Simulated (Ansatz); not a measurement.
# One shape, several levels: CHF3 (trifluoromethane)

Wanted: a comparison of 4 runs (PBE0/STO-3G, SVWN5/STO-3G, UMP2/STO-3G, CCSD(T)/STO-3G) of CHF3 (trifluoromethane). 

The results are computed with Ansatz 0.2.0.

40 further runs of the same task are left out: 6 that didn't finish, 34 set aside as unsound or not needed.

## Step 1: The structure to begin with

The species is CHF3 (5 atoms), meant as a singlet with charge 0. As SMILES, `FC(F)F`. The C2–F1 distance was set to 1.664 Å, away from the relaxed value.

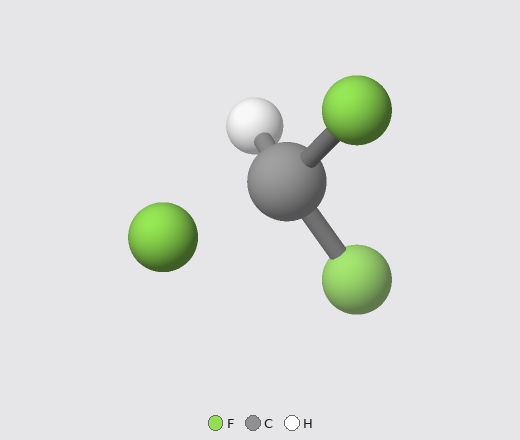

The structure, seen from a chosen angle (fluorine green, carbon grey, hydrogen white).

## Step 2: A single-point energy at PBE0/STO-3G (run 1)

Input file molecule.yaml:

```yaml
crystal:
  periodic: [false, false, false]
  atoms:
    - symbol: F
      position_ang: [-0.840675, -0.426208, 1.347263]
    - symbol: C
      position_ang: [0.019500, 0.056360, 0.006820]
    - symbol: F
      position_ang: [1.047350, -0.773770, -0.157470]
    - symbol: F
      position_ang: [-0.772570, -0.035090, -1.059420]
    - symbol: H
      position_ang: [0.374370, 1.082210, 0.130870]
basis:
  gaussian: {orbitals: STO-3G}
hamiltonian: {xc: {name: PBE0}}
accuracy: high
```

Run with:

```bash
$ ansatz run molecule.yaml --threads 1 --pin off --max-ram 3480MiB --events-out events.jsonl --progress --plain --runs-dir runs
```

Standard output:

```text
Warning: RAYON_NUM_THREADS=1 ignored (pool sized by the plan → 1); use --threads N
Functional definition: PBE0
  name "PBE0"
  parameter a = 0.25
  parameter kappa = 0.804
  parameter beta = 0.06672455060314922
  exchange = (1 - a)*pbe_x(kappa = kappa, mu = beta*pi^2/3) + a*exact_x
  correlation = pbe_c(beta = beta)
394 factors; integrals over basis functions are off by at most 3.5e-8 eV
mean field evaluation 1: about -9060.4070 eV, gradient 3.1e1 eV
mean field evaluation 2: about -9056.8739 eV, gradient 4.7e1 eV
mean field evaluation 4: about -9063.7204 eV, gradient 1.8e0 eV
mean field evaluation 8: about -9063.7379 eV, gradient 3.4e-2 eV
mean field evaluation 16: about -9063.7379 eV, gradient 2.6e-6 eV
mean field -9063.73794799 eV, -333.0862259665 hartree, gradient 1.8e-8 eV, S^2 0.000000; 0 other end points of the search recorded, 0 dependent functions left out
reference -9063.73794879 eV, -333.0862259959 hartree; 17, 17 occupied and 4, 4 virtual orbitals, 394 factors
Total energy: -9063.73794879 eV, -333.0862259959 hartree
```

It took 0.98 s on 1 thread of Arm Neoverse V2, shared host; peak memory 0.096 GiB.

## Step 3: The energy at SVWN5/STO-3G (run 2)

molecule.yaml, as its differences from that of step 2:

```diff
@@ -15,3 +15,4 @@
   gaussian: {orbitals: STO-3G}
-hamiltonian: {xc: {name: PBE0}}
+total_charge: 0
 accuracy: high
+hamiltonian: {xc: {name: SVWN5}}
```

Run with:

```bash
$ ansatz run molecule.yaml --threads 1 --pin off --max-ram 3480MiB --events-out events.jsonl --progress --plain --runs-dir runs
```

Standard output:

```text
Warning: RAYON_NUM_THREADS=1 ignored (pool sized by the plan → 1); use --threads N
Functional definition: SVWN5
  name "SVWN5"
  exchange = slater_x
  correlation = vwn5_c
394 factors; integrals over basis functions are off by at most 3.5e-8 eV
mean field evaluation 1: about -9006.8821 eV, gradient 2.2e1 eV
mean field evaluation 2: about -8997.9413 eV, gradient 6.0e1 eV
mean field evaluation 4: about -9008.4986 eV, gradient 3.9e0 eV
mean field evaluation 8: about -9008.4855 eV, gradient 9.4e-2 eV
mean field evaluation 16: about -9008.4855 eV, gradient 3.2e-6 eV
mean field -9008.48551000 eV, -331.0557363218 hartree, gradient 1.7e-8 eV, S^2 0.000000; 0 other end points of the search recorded, 0 dependent functions left out
reference -9008.48551103 eV, -331.0557363596 hartree; 17, 17 occupied and 4, 4 virtual orbitals, 394 factors
Total energy: -9008.48551103 eV, -331.0557363596 hartree
```

Wall time 0.64 s (1 thread of Arm Neoverse V2, shared host); peak memory 0.092 GiB.

Run 3 isn't shown in full; the table further down has it.

## Step 4: The energy at CCSD(T)/STO-3G (run 4)

Input file run.yaml:

```yaml
crystal:
  periodic: [false, false, false]
  atoms:
    - {symbol: F, position_ang: [-0.840675, -0.426208, 1.347263]}
    - {symbol: C, position_ang: [0.019500, 0.056360, 0.006820]}
    - {symbol: F, position_ang: [1.047350, -0.773770, -0.157470]}
    - {symbol: F, position_ang: [-0.772570, -0.035090, -1.059420]}
    - {symbol: H, position_ang: [0.374370, 1.082210, 0.130870]}
basis:
  gaussian: {orbitals: STO-3G}
correlation: {method: ccsd_t, frozen_orbitals: {C: 1, F: 1, H: 0}}
accuracy: high
scf: {omitted_lower_state_checks: [cluster_reference, increment]}
```

Run with:

```bash
$ ansatz run run.yaml --threads 1 --pin off --max-ram 3480MiB --events-out events.jsonl --progress --plain --runs-dir runs
```

Standard output, shortened:

```text
Warning: RAYON_NUM_THREADS=1 ignored (pool sized by the plan → 1); use --threads N
Functional definition: HF
  name "HF"
[...]
394 factors; integrals over basis functions are off by at most 3.5e-8 eV
[...]
mean field -9035.29685420 eV, -332.0410350477 hartree, gradient 2.4e-8 eV, S^2 0.000000; 0 other end points of the search recorded, 0 dependent functions left out; unrestricted orbitals would lower it
4 core orbitals not correlated: weight in the atoms' cores, before any rotation towards them, 1.000 or more for the frozen orbitals, at most 0.000 for the correlated occupied ones
reference -9035.29685420 eV, -332.0410350477 hartree; 13, 13 occupied and 4, 4 virtual orbitals, 394 factors
second order -3.06539487 eV of doubles, -0.00000000 eV of singles
cycle   1  -3.64638687 eV  change   -5.8e-1 eV  update   8.0e-2
[...]
cycle  21  -4.04036511 eV  change    1.6e-9 eV  update   2.6e-9
perturbative correction -0.12757638 eV, -0.0046883455 hartree
Total energy: -9039.46479569 eV, -332.1942040723 hartree
Checks for a lower state left out: cluster_reference, increment
```

It took 0.18 s on 1 thread of Arm Neoverse V2, shared host.

## Step 5: All runs side by side

```tsv
run	level	frozen core orbitals	energy (Eh)	wall time
1	PBE0/STO-3G	–	-333.086226	0.98 s
2	SVWN5/STO-3G	–	-331.055736	0.64 s
3	UMP2/STO-3G	4	-332.148935	0.2 s
4	CCSD(T)/STO-3G	4	-332.194204	0.18 s
```

## Step 6: What came out

| quantity | value |
| --- | --- |
| run 4: total energy | -332.19420 Eh |
| run 4: correlation energy (4 core orbitals frozen) | -153.2 mEh |
| run 4: (T) correction | -4.69 mEh |
| run 4: T1 diagnostic | 0.009 |

What this shows: Totals of different functionals can't be ranked against each other. In run 4 the log says that unrestricted orbitals would lower the reference, so the values rest on an unstable closed-shell determinant (other closed-shell runs at this shape may share the fault). In runs 1, 2, 3, 4 the basis is minimal, so the values are rough. All runs together took 2 s, the longest 0.98 s.
